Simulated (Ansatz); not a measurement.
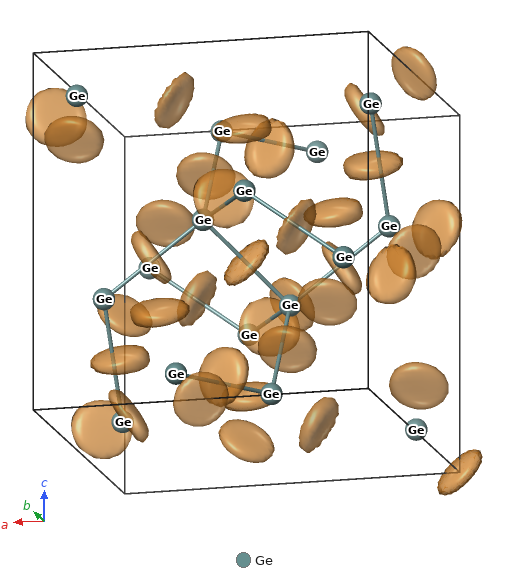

*Ge. Isosurface of the ELF at 0.65 (orange), seen at an oblique angle. Only the valence region is drawn (cores and ρ < 0.01 e/Å³ removed). Sticks mark near contacts.*

Space group Ibca; a structure from a database of computed crystals, not necessarily the ambient phase; changed on purpose from its base cell (strain -0.0300 x Voigt [1, -1, 0, 0, 0, 0], atoms carried along).

Computed with DFT PBEsol, scalar-relativistic, plane waves, PAW in Ansatz 0.2.0.

In a PAW calculation such maps are meaningful between the atoms, not at the nuclei.

```xyz
16
Lattice="6.7311 0.0000 0.0000 0.0000 0.0000 -6.9393 0.0000 7.1475 0.0000" Properties=species:S:1:pos:R:3 pbc="T T T"
Ge    2.6785    2.8441   -2.7613
Ge    6.0440    6.4179   -6.2310
Ge    0.6871    6.4179   -4.1780
Ge    4.0527    2.8441   -0.7084
Ge    2.6785    0.7296   -4.1780
Ge    6.0440    4.3034   -0.7084
Ge    4.0527    0.7296   -6.2310
Ge    0.6871    4.3034   -2.7613
Ge    0.6871    0.7296   -0.7084
Ge    4.0527    4.3034   -4.1780
Ge    2.6785    4.3034   -6.2310
Ge    6.0440    0.7296   -2.7613
Ge    0.6871    2.8441   -6.2310
Ge    4.0527    6.4179   -2.7613
Ge    6.0440    2.8441   -4.1780
Ge    2.6785    6.4179   -0.7084
```

> Identify the bonds, lone pairs and shells in this picture.

The surface consists of 32 regions between bonded Ge–Ge atoms, counted in one cell of 16 atoms. Any copies at cell faces, edges or corners count once. Profiles from the grid: Ge–Ge (2.45 Å): the ELF peaks at about 0.75 between the atoms. Ge–Ge (2.55 Å): the ELF peaks at about 0.75 between the atoms.
